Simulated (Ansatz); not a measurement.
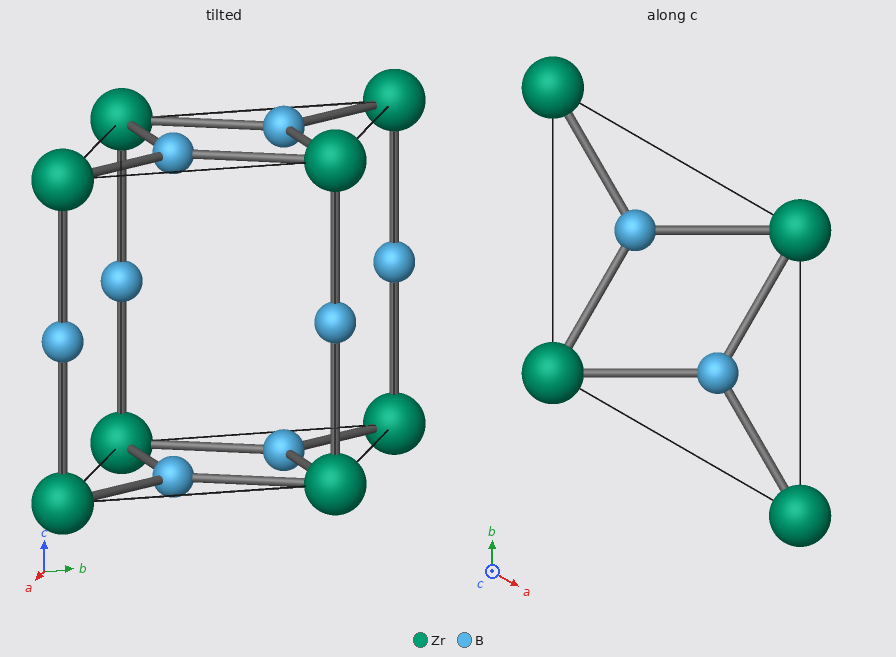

A ball-and-stick rendering, viewed slightly off an axis and along the c axis. The frame is the conventional unit cell; atoms at its boundary are shown with their periodic copies. Cell: a = 4.03 Å, b = 4.03 Å, c = 4.66 Å, α = 90.00°, β = 90.00°, γ = 120.00°.

The structure was taken from a structure type filled with these elements by a generator (whether the compound takes this form wasn't checked). Earlier steps of the study may have refined or changed the cell and positions. It was run through Ansatz as a DFT input.

Describe the arrangement of the atoms.

Answer. Formula: ZrB3. The structure has P6/mmm (No. 191) symmetry and a primitive hexagonal lattice. With Z = 1, the cell contains 1 Zr, 3 B. Every Zr atom has eight B at about 2.3 Å as neighbours. B takes two kinds of site: 1b with two Zr in a linear arrangement at about 2.3 Å; 2c with three Zr in a trigonal planar arrangement at about 2.3 Å. The bonds build a three-dimensional framework.

The calculation used DFT PBE, scalar-relativistic, plane waves, PAW (Ansatz 0.2.0), with wavefunction cutoff 420 eV, k-mesh 15×15×10, Gaussian smearing of 0.1 eV, no spin polarisation.

Classify it as metallic or gapped, with the value.

Answer. A metal: bands cross the Fermi level.

Give the Bader charge of each element.

Answer. Zr +1.27 e; B -0.46 to -0.35 e.

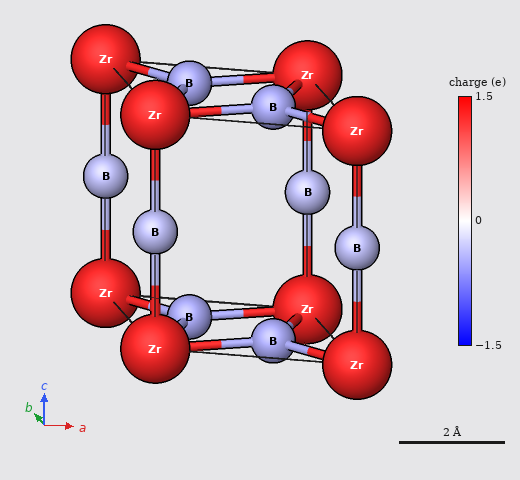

The atoms coloured by those charges. The run's cell of 4 atoms is drawn.

Has the structure come to rest?

Answer. Yes. All forces vanish to within 0.01 eV/Å. The pressure is 0.0 GPa, close to zero.
